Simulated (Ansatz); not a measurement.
# Two runs on ZnO

System: ZnO (slab, 8 atoms in the cell).
Method of run 1: DFT, LDA, PAW with Ansatz's default frozen-core files, scalar-relativistic, no spin polarisation (Ansatz 0.2.0).

Text and figures count atoms from 1; the logs count them from 0 in places.

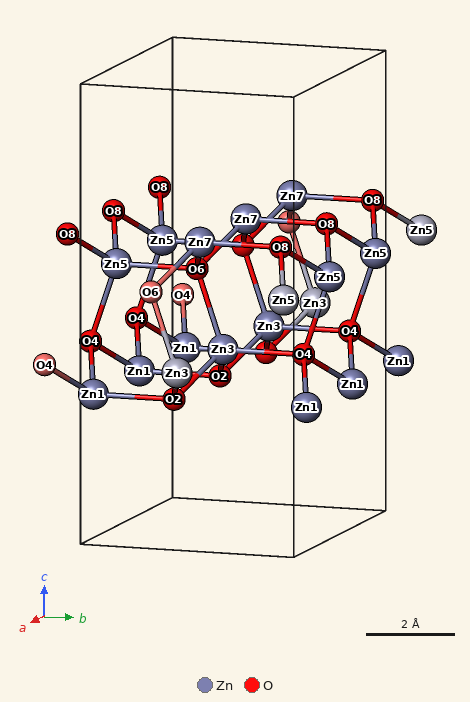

The structure as given in the input (ball-and-stick view of the 2 × 1 repeat of the cell, with the vacuum cut short, seen slightly off an axis; neighbours outside the cell are drawn fainter; atoms are numbered from 1 in the order of the input). Near neighbours in the crystal (not all of them lie inside the picture): Zn has 3 O at 1.94 to 1.95 Å; O has 3 Zn at 1.94 to 1.95 Å; Zn has 4 O at 1.94 to 1.95 Å; O has 4 Zn at 1.94 to 1.95 Å.

## Input, run 1
```yaml
crystal:
  lattice:
    - [3.1865540094, 0.0, 0.0]
    - [0.0, 5.1530062734, 0.0]
    - [0.0, 0.0, 19.6795]
  atoms:
    - { symbol: Zn, position: [0.0, 0.060826915, 0.4065139958] }
    - { symbol: O, position: [0.0, 0.439173085, 0.4065139958] }
    - { symbol: Zn, position: [0.5, 0.560826915, 0.4532569982] }
    - { symbol: O, position: [0.5, 0.939173085, 0.4532569982] }
    - { symbol: Zn, position: [0.5, 0.060826915, 0.5467430018] }
    - { symbol: O, position: [0.5, 0.439173085, 0.5467430018] }
    - { symbol: Zn, position: [0.0, 0.560826915, 0.5934860042] }
    - { symbol: O, position: [0.0, 0.939173085, 0.5934860042] }
kpoints:
  mp_grid: { grid: [9, 6, 1] }
scf:
  occupations: { method: fermi_dirac, width: 0.02 }
hamiltonian:
  xc: lda
  pseudopotentials: { kind: paw }
output:
  forces: true
  stress: true
  eigenvalues: true
  populations: true
efield:
  axis: 3
  amplitude: 0
  dipole_correction: true
```

Command:
```bash
ansatz run input.yaml --threads 3 --pin off --max-ram 8192MiB --backend cpu --events-out ev --progress --plain --runs-dir out
```

Hardware: 3 threads of Arm Neoverse V1, 24 GiB of memory available, shared host.

## Output, shortened to warnings, some set-up lines, iterations and results (run 1)
```
Basis set: ecut = 420 eV, 6331 PW (Γ)
Symmetry: 2 space group operations
k-points: 20 of 54 (time reversal used)
Initial density: superposition of atomic densities (neutral atoms: chi_scale 0, normalization atom), corrected by the library's trained network
[...]
SCF iter   1: F=—  HF=-15204.845255 eV  |F-HF|=—  |Δ(HF+E_count)|=         —  Δρ=1.02e-2  dr2=3.18e-1  ethr=1.77e-3  p=0.000 e·Å  D=1.07e-13 V/Å  ΔV_dip=-0.00 eV  …
SCF iter   2: F=—  HF=-15204.777641 eV  |F-HF|=—  |Δ(HF+E_count)|=   6.76e-2  Δρ=4.39e-3  dr2=3.81e-2  ethr=4.42e-4  p=0.000 e·Å  D=2.78e-5 V/Å  ΔV_dip=-0.00 eV  …
SCF iter   3: F=—  HF=-15204.768572 eV  |F-HF|=—  |Δ(HF+E_count)|=   9.07e-3  Δρ=1.07e-3  dr2=2.98e-3  ethr=5.30e-5  p=0.000 e·Å  D=8.48e-6 V/Å  ΔV_dip=-0.00 eV  …
SCF iter   4: F=—  HF=-15204.768227 eV  |F-HF|=—  |Δ(HF+E_count)|=   3.45e-4  Δρ=7.14e-4  dr2=1.19e-3  ethr=4.13e-6  p=-0.000 e·Å  D=-3.52e-6 V/Å  ΔV_dip=0.00 eV  …
SCF iter   5: F=—  HF=-15204.768014 eV  |F-HF|=—  |Δ(HF+E_count)|=   2.12e-4  Δρ=1.05e-4  dr2=2.12e-5  ethr=1.66e-6  p=-0.000 e·Å  D=-4.96e-6 V/Å  ΔV_dip=0.00 eV  …
SCF iter   6: F=—  HF=-15204.768073 eV  |F-HF|=—  |Δ(HF+E_count)|=   5.87e-5  Δρ=5.68e-5  dr2=7.79e-6  ethr=2.95e-8  p=0.000 e·Å  D=1.52e-6 V/Å  ΔV_dip=-0.00 eV  …
SCF iter   7: F=—  HF=-15204.768072 eV  |F-HF|=—  |Δ(HF+E_count)|=   1.27e-6  Δρ=2.15e-5  dr2=1.11e-6  ethr=1.08e-8  p=0.000 e·Å  D=1.08e-6 V/Å  ΔV_dip=-0.00 eV  …
SCF iter   8: F=—  HF=-15204.768072 eV  |F-HF|=—  |Δ(HF+E_count)|=   1.23e-7  Δρ=7.50e-6  dr2=1.32e-7  ethr=1.54e-9  p=-0.000 e·Å  D=-6.50e-7 V/Å  ΔV_dip=0.00 eV  …
SCF iter   9: F=-15204.768072 eV  HF=-15204.768072 eV  |F-HF|=7.11e-10  |Δ(HF+E_count)|=   1.19e-8  Δρ=1.16e-6  dr2=4.21e-9  ethr=1.39e-10  p=0.000 e·Å  D=6.39e-9 V/Å  …
SCF 1 converged in 9 iterations: F = -15204.768072 eV  dr2 = 4.21e-9
SCF converged after 9 iterations
Free energy (F): -15204.768072 eV
Harris-Foulkes:  -15204.768072 eV  (|F-HF|=7.11e-10)
Internal energy: -15204.768072 eV  (E = F + TS)
E sigma→0 (E₀):  -15204.768072 eV
Entropy (-TS):   -0.000000 eV (-0.000 meV/atom)
Fermi energy:    -1.407811 eV
Dipole field:    D = 0.000001 V/Å  (p = 0.000001 e·Å, saw-weighted, corrected)
Work function:   Φ+ = 5.0696 eV   Φ− = 5.0696 eV
Levels:          The Fermi level and band energies are counted from a zero that moves with the ramp; work functions are not
--- Per-component energies (eV) ---
  E_band       = -537.225498
  E_kinetic    = 1216.027478
  E_local      = -58833.143757  (includes V_loc(G=0)·N_el)
  E_nonlocal   = 2685.068731
  E_hartree    = 28367.224873
  E_xc         = -825.165342
  E_vxc        = -578.323976  (∫ρ·V_xc dr)
  E_paw        = -7626.528265  (= ΣΔE_a)
  E_vpaw       = -1761.303604  (= ΣTr[D̂ρ^β])
  E_aug_tail   = 0.008524  (compensation charges beyond the density's cutoff)
  E_efield     = 0.000000  (sawtooth field / dipole correction)
  E_vefield    = 0.000000  (∫n·V_field dr)
  E_ewald      = 19805.123434
  E_core_change = 6.616251  (= ΣΔE_core)
  E_smearing   = -0.000000  (= −TS)
  E_closure    = -0.000000  (closes the sum)
  Σ components = -15204.768072   (vs F -15204.768072, Δ=0.00e0)
--- Forces (eV/Å), atoms counted from 1 ---
  atom   1  Zn     0.00000000     1.30615375     1.32019532
  atom   2  O      0.00000000    -0.72536158     0.36513377
  atom   3  Zn     0.00000000    -0.50210683    -1.01749741
  atom   4  O      0.00000000    -0.07864130    -1.26868103
  atom   5  Zn     0.00000000    -0.50210739     1.01749769
  atom   6  O      0.00000000    -0.07864255     1.26867911
  atom   7  Zn     0.00000000     1.30615427    -1.32019476
  atom   8  O      0.00000000    -0.72535913    -0.36512863
  max |Σ_I F_I| component: 8.92e-5 eV/Å
--- Stress (GPa, compression-positive) ---
       -1.476112       0.000000       0.000000
        0.000000      -2.902856      -0.000000
        0.000000      -0.000000      -0.990095
  P = ⅓ Tr σ = -1.7897 GPa (-17.897 kbar)
--- Löwdin populations: 8 sites ---
  site symbol       q [e]
     0     Zn     10.6284
     1      O      7.2056
     2     Zn     10.5683
     3      O      7.2186
     4     Zn     10.5683
     5      O      7.2186
     6     Zn     10.6284
     7      O      7.2056
  spilling = 0.010531 (of n_electrons = 72.000000)
```

For run 2 the input was changed thus:
```diff
+  symmetry: { detect: false }
-  mp_grid: { grid: [9, 6, 1] }
+  mp_grid: { grid: [6, 4, 1] }
+  dispersion: d3bj
+  write_density: true
+  write_potential: true
+  elf: true
+  volumetric_format: npy
```

What does this change do to the results?

The total energies belong to different models, so their difference says nothing on which is more stable or more accurate. The largest force goes from 1.857 to 1.919 eV/Å. The number of SCF iterations is the same. The irreducible k-points go from 20 to 14. On the same kind of shared host run 2 took about 0.68 times as long.

## Output, shortened to warnings, some set-up lines, iterations and results (run 2)
```
Warning: the engine holds no damping parameters fitted to this dispersion correction and functional, so the run takes those fitted to pbe (hamiltonian.dispersion, under Limitations)
WARN: The output density's exchange-correlation potential varies sharply where the density is thin. Do not read a vacuum level from v_tot or v_xc, or from such a field of the output density. On a cell that repeats whose density bears no net charge and no dipole along the vacuum's axis use v_es (v_loc + v_h of the components); under efield.dipole_correction with no amplitude use v_es + v_field, …
Basis set: ecut = 420 eV, 6331 PW (Γ)
Symmetry: 1 space group operations
k-points: 14 of 24 (time reversal used)
Initial density: superposition of atomic densities (neutral atoms: chi_scale 0, normalization atom), corrected by the library's trained network
[...]
SCF iter   1: F=—  HF=-15206.045088 eV  |F-HF|=—  |Δ(HF+E_count)|=         —  Δρ=1.02e-2  dr2=3.16e-1  ethr=1.77e-3  p=0.000 e·Å  D=1.07e-13 V/Å  ΔV_dip=-0.00 eV  …
SCF iter   2: F=—  HF=-15205.978344 eV  |F-HF|=—  |Δ(HF+E_count)|=   6.67e-2  Δρ=4.41e-3  dr2=3.86e-2  ethr=4.39e-4  p=0.000 e·Å  D=2.08e-5 V/Å  ΔV_dip=-0.00 eV  …
SCF iter   3: F=—  HF=-15205.969158 eV  |F-HF|=—  |Δ(HF+E_count)|=   9.19e-3  Δρ=1.06e-3  dr2=2.93e-3  ethr=5.37e-5  p=0.000 e·Å  D=2.08e-6 V/Å  ΔV_dip=-0.00 eV  …
SCF iter   4: F=—  HF=-15205.968809 eV  |F-HF|=—  |Δ(HF+E_count)|=   3.49e-4  Δρ=6.92e-4  dr2=1.10e-3  ethr=4.06e-6  p=0.000 e·Å  D=1.80e-6 V/Å  ΔV_dip=-0.00 eV  …
SCF iter   5: F=—  HF=-15205.968617 eV  |F-HF|=—  |Δ(HF+E_count)|=   1.92e-4  Δρ=1.01e-4  dr2=1.98e-5  ethr=1.53e-6  p=-0.000 e·Å  D=-1.92e-6 V/Å  ΔV_dip=0.00 eV  …
SCF iter   6: F=—  HF=-15205.968675 eV  |F-HF|=—  |Δ(HF+E_count)|=   5.78e-5  Δρ=5.82e-5  dr2=8.15e-6  ethr=2.75e-8  p=0.000 e·Å  D=1.07e-6 V/Å  ΔV_dip=-0.00 eV  …
SCF iter   7: F=—  HF=-15205.968674 eV  |F-HF|=—  |Δ(HF+E_count)|=   1.61e-6  Δρ=2.10e-5  dr2=1.01e-6  ethr=1.13e-8  p=0.000 e·Å  D=4.61e-7 V/Å  ΔV_dip=-0.00 eV  …
SCF iter   8: F=—  HF=-15205.968673 eV  |F-HF|=—  |Δ(HF+E_count)|=   7.14e-8  Δρ=7.55e-6  dr2=1.42e-7  ethr=1.40e-9  p=-0.000 e·Å  D=-2.24e-7 V/Å  ΔV_dip=0.00 eV  …
SCF iter   9: F=-15205.968673 eV  HF=-15205.968673 eV  |F-HF|=1.81e-9  |Δ(HF+E_count)|=   1.57e-8  Δρ=1.28e-6  dr2=5.43e-9  ethr=1.39e-10  p=-0.000 e·Å  D=-7.11e-8 V/Å  …
SCF 1 converged in 9 iterations: F = -15205.968673 eV  dr2 = 5.43e-9
WARN: The output density's exchange-correlation potential varies sharply where the density is thin. Do not read a vacuum level from v_tot or v_xc, or from such a field of the output density. On a cell that repeats whose density bears no net charge and no dipole along the vacuum's axis use v_es …
SCF converged after 9 iterations
Free energy (F): -15205.968673 eV
Harris-Foulkes:  -15205.968673 eV  (|F-HF|=1.81e-9)
Internal energy: -15205.968673 eV  (E = F + TS)
E sigma→0 (E₀):  -15205.968673 eV
Entropy (-TS):   -0.000000 eV (-0.000 meV/atom)
Fermi energy:    -1.404597 eV
Dipole field:    D = 0.000001 V/Å  (p = 0.000002 e·Å, saw-weighted, corrected)
Work function:   Φ+ = 5.0648 eV   Φ− = 5.0648 eV
[...]
```

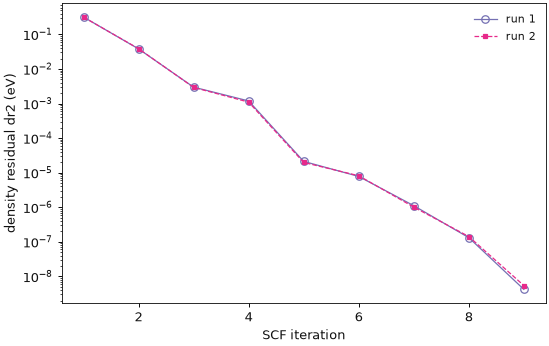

Convergence of the two runs: density residual dr2 against the SCF iteration. Run 1 takes 9 iterations in all, and run 2 takes 9.

## The two runs side by side

```csv
quantity,run 1,run 2
outcome,converged,converged
free energy per atom (eV),−1900.5960,−1900.7461
largest force (eV/Å),1.857,1.919
SCF iterations,9,9
irreducible k-points,20,14
plane waves at Γ,6331,6331
wall time (shared host),15 s,9.9 s
```

For run 2: These settings are looser than, or depart from, a standard set-up, so the numbers are not reference values for this system. Warnings: the exchange-correlation potential is rough where the density is thin; the dispersion correction has no parameters fitted for this combination and takes those fitted for PBE.
